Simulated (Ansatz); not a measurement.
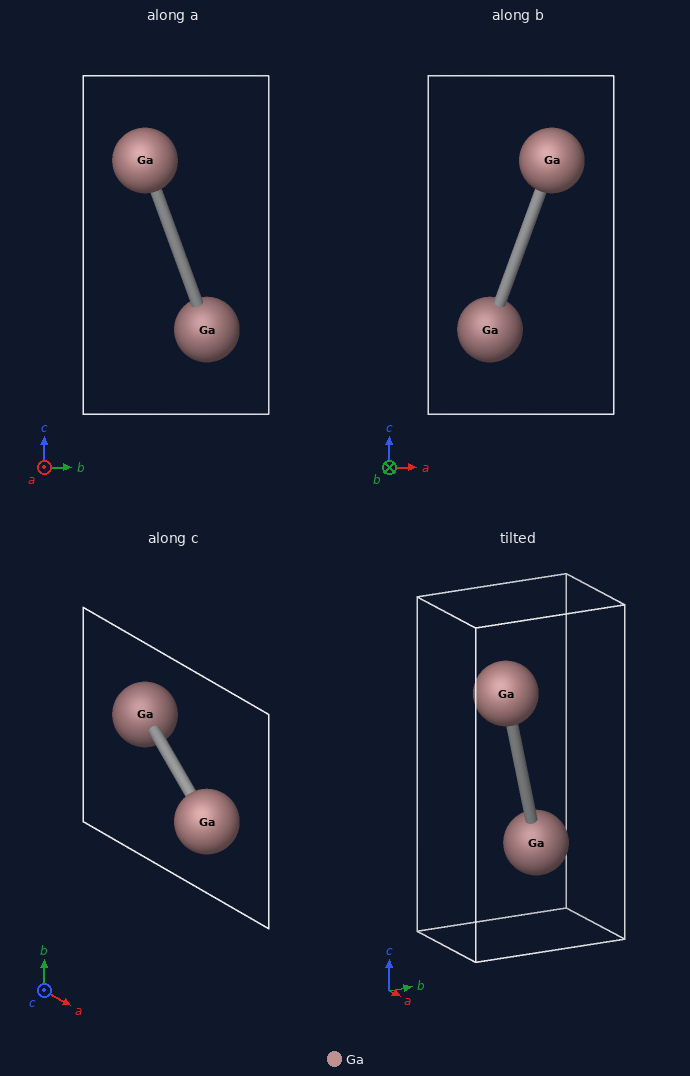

The figure gives a ball-and-stick picture of the atoms, viewed along the a axis, along the b axis, along the c axis and slightly off an axis. The outline marks the conventional unit cell.

Lattice parameters: a = 2.9762 Å, b = 2.9762 Å, c = 4.6982 Å, α = 90.000°, β = 90.000°, γ = 120.000°.

Give the structure in the form of a CIF in P1 with every atom of the cell.

```cif
data_structure
_symmetry_space_group_name_H-M 'P 1'
_symmetry_Int_Tables_number 1
_cell_length_a 2.9762
_cell_length_b 2.9762
_cell_length_c 4.6982
_cell_angle_alpha 90.000
_cell_angle_beta 90.000
_cell_angle_gamma 120.000
_cell_volume 36.04
loop_
_atom_site_label
_atom_site_type_symbol
_atom_site_fract_x
_atom_site_fract_y
_atom_site_fract_z
_atom_site_occupancy
Ga1 Ga 0.3333 0.6667 0.2500 1
Ga2 Ga 0.6667 0.3333 0.7500 1
```

Its origin is a structure type filled with this element by a generator (whether the element takes this form wasn't checked). The geometry was optimised with DFT, r2SCAN, plane waves (500 eV) with PAW, scalar-relativistic in Ansatz 0.2.0.
